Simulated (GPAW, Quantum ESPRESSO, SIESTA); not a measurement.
# Out-of-plane response of fcc Pt under biaxial strain, QE, PBE

Calculated with Quantum ESPRESSO 7.5: PBE; plane waves, GBRV 1.5 ultrasoft, 45/270 Ry; k-mesh 8×8×8. The first two cell vectors are strained alike from typed lattice constants; the third vector's length and the atoms are relaxed.

| in-plane strain (%) | 100 ln(c/c at zero strain) |
| --- | --- |
| -4 | 5.269 |
| -3 | 3.935 |
| -2 | 2.629 |
| -1 | 1.331 |
| 0 | 0 |
| +1 | -1.376 |
| +2 | ? |
| +3 | -4.294 |
| +4 | -5.87 |

Task: Fit a second-order form in the logarithmic strain to the rows given and interpolate to the withheld row.

**Working.**

With u = ln[(1 + ε)/(1 + ε0)], counted from the row at ε0 = +0 % where y0 = 0, a second-order form y = y0 + a u + b u² makes v = (y − y0)/u a line in u.

```
         u         v
-0.0408220  -129.073
-0.0304592  -129.189
-0.0202027  -130.131
-0.0100503  -132.433
0.00995033  -138.287
 0.0295588  -145.270
 0.0392207  -149.666
```

With n = 7: mean u = -0.00325777, mean v = -136.293, Σ(u − ū)² = 0.0055401, Σ(u − ū)(v − v̄) = -1.4841. Slope b = -1.4841 / 0.0055401 = -267.88; intercept a = v̄ − b ū = -137.17.

At the withheld row u = 0.01980, v = a + b u = -142.5, and y = y0 + u v.

Prediction at +2: -2.821. The run gave -2.805, so the fit is low by 0.016 (0.58 % of the value).

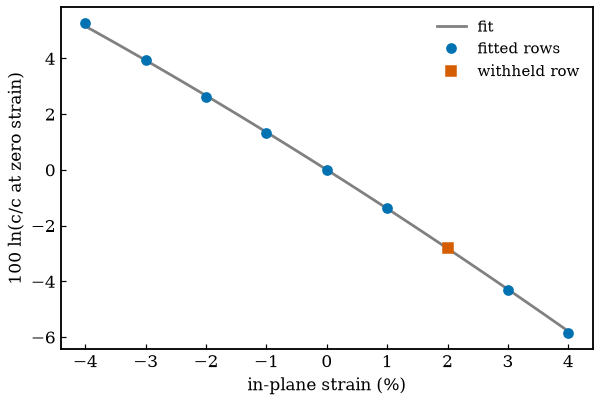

The fit, the rows that it rests on and the withheld row.

The first-order term says that the third edge changes by -1.37 % for each per cent of in-plane stretch at ε0. The second-order term makes up 3.7 % of v at the withheld row. Among the rows given, the largest miss of the fit is at -4, by 0.12 (1.0 % of the range of the table).

Limits: The nuclei are static. The DFT runs use Fermi–Dirac occupations of width 0.1 eV, and energies are free energies.

[Logs are printed without paths, hosts, clocks, repeated set-up lines and the standing remarks that a program may print on its own settings, such as how far it seeks lower states.]

[Hosts, paths, dates, database ids (printed as entryN), source tags and the programs' standing remarks are cut or masked in the printed files.]
